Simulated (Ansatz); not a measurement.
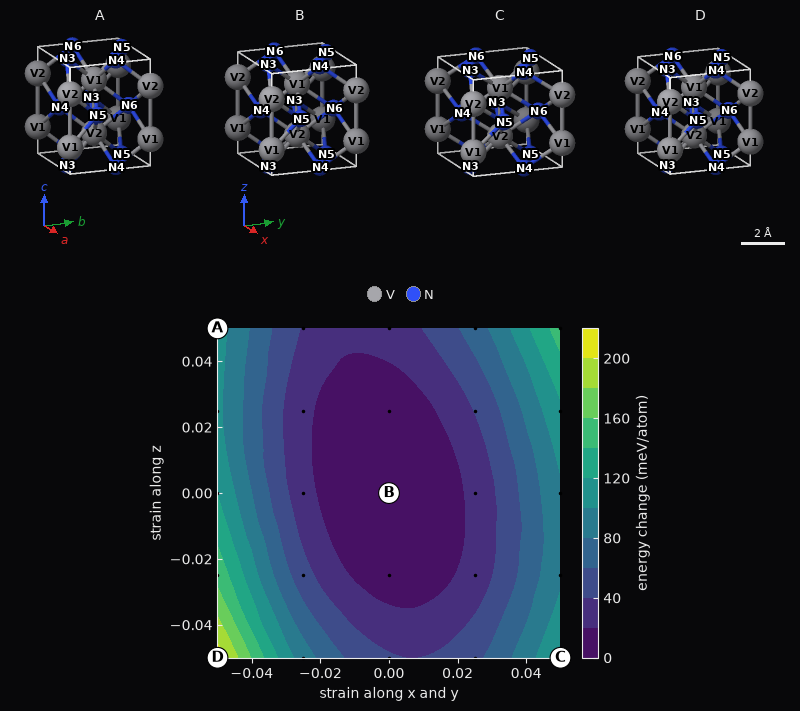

Crystalline VN2 (I4/mcm): the cell is strained equally along x and y and separately along z, with the atoms kept at their fractional coordinates. x, y and z are the Cartesian axes of the input. The map is interpolated between the computed points (dots). The lettered frames are marked on it. The picture is a ball-and-stick view of the conventional cell (2 times the calculation's cell), seen slightly off an axis. Lengths and directions refer to the drawn axes.

Level of theory: DFT PBE, scalar-relativistic, plane waves, PAW (Ansatz). Settings: plane-wave cutoff 420 eV; k-point mesh 16 × 16 × 16; occupations gaussian; smearing width 0.15 eV; no spin polarisation. Energies (free energies at the smearing named) are counted from the relaxed crystal.

Question: What does the map show?

Answer: In pairs of (strain along x and y; strain along z): the lowest computed point lies at (0.000, 0.000) (0.0 meV/atom), the highest at (−0.050, −0.050) (210.3 meV/atom). The valley is tilted: raising the in-plane strain is made harder by raising the strain along z (cross term 0.28 of the geometric mean of the two curvatures). Over the ranges scanned the energy rises more along the first axis, the in-plane strain. The pressure runs from −34.9 GPa at (0.050, 0.050) to 70.3 GPa at (−0.050, −0.050). The frames lie at A (−0.050, 0.050): 107.9 meV/atom, B (0.000, 0.000): 0.0 meV/atom, C (0.050, −0.050): 119.7 meV/atom, D (−0.050, −0.050): 210.3 meV/atom.
